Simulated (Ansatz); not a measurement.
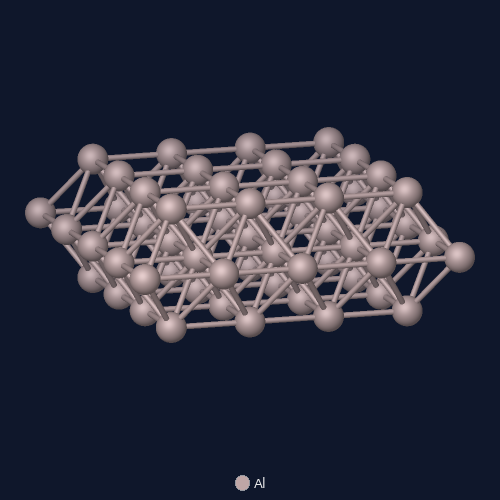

The system is O on an Al(100) slab cut from the Fm-3m phase, its upper half relaxed before the scan (12 atoms of substrate and one adsorbate in a 2 × 2 cell); the picture shows it without the atoms that are moved over the map. O is moved along a line over the surface and along the normal, above a rigid substrate. First axis: position of O13 along the diagonal of the surface cell, from above Al9. Second axis: height of O13 above the plane of Al9. The grid has 6 × 8 points; 24 points were computed and 11 follow by symmetry. At 13 points there is no value (left out of the scan, as a rule where atoms come close). Points are written as (first, second). Energies are in eV, from the lowest grid point. Theory: Ansatz 0.2.0, DFT PBE, scalar-relativistic, plane waves, PAW. Settings: cutoff 420 eV, k-mesh 5×5×1, gaussian smearing 0.1 eV, spin-polarised.

Range: position of O13 along the diagonal of the surface cell from 0.00 to 3.37 Å; height of O13 above the plane of Al9 from −0.30 to 3.63 Å.

**What landscape does the calculation give?**

The lowest grid point is at (2.02 Å, 0.87 Å) [nearest 4 Al at 2.20 Å]. The highest grid point, (2.02 Å, 3.63 Å), lies 5.33 eV above the lowest.

```
second ↓, first →  0.00  0.67  1.35  2.02  2.69  3.37
             3.63  5.32  5.29  5.30  5.33  5.30  5.29
             2.93  4.86  4.84  4.93  5.03  4.93  4.84
             2.43  3.80  3.93  4.19  4.31  4.19  3.93
             2.03  2.29  2.50  3.00  3.28  3.00  2.50
             1.45  2.19  0.89  0.77  1.30  0.77  0.89
             0.87     –     –  0.12  0.00  0.12     –
             0.28     –     –     –  0.09     –     –
            −0.30     –     –     –  0.60     –     –
```

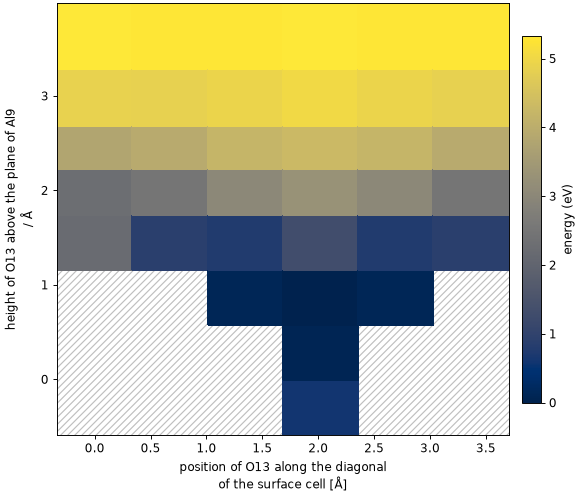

Drawn: one coloured cell a grid point, hatched blanks where no value was computed.

The whole map (24 points run) took 19 min on 4 threads of Arm Neoverse V1, with other jobs on the host.
